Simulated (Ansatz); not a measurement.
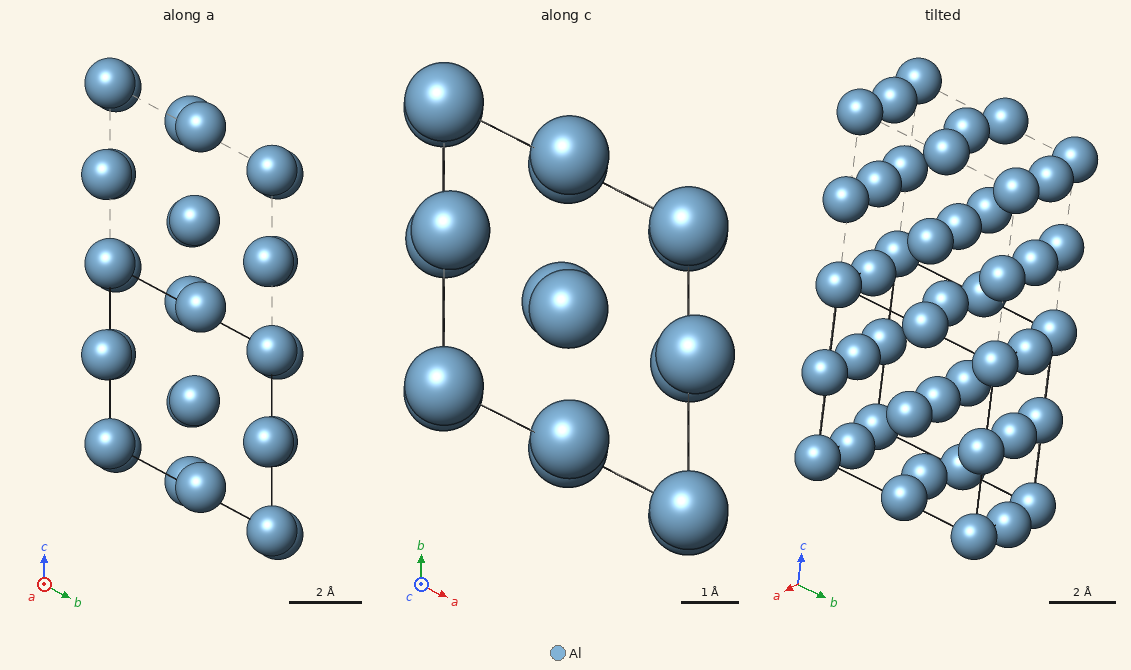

Spheres-only drawing of the structure, looking along the a axis, along the c axis and slightly off an axis. The unit cell (solid box) is repeated to 1×1×2 cells. Cell: a = 5.226 Å, b = 5.355 Å, c = 5.371 Å, α = 108.93°, β = 110.54°, γ = 106.68°.

State composition, symmetry and coordination.

The element is aluminium. No point symmetry survives, so the space group is P1. It is a distorted form of a body-centred cubic structure, space group Im-3m (No. 229) within 0.45 Å: body-centred cubic (W type). The cell holds eight atoms.

The structure was taken from a structure listed in the Materials Project. The cell was then strained or its atoms displaced on purpose. It went into a calculation with Ansatz.

At this level of theory the run's own cell isn't at rest (compressed, at 13 GPa and forces up to 2.2 eV/Å), so its distances can differ from those at equilibrium, the more so the softer the solid.
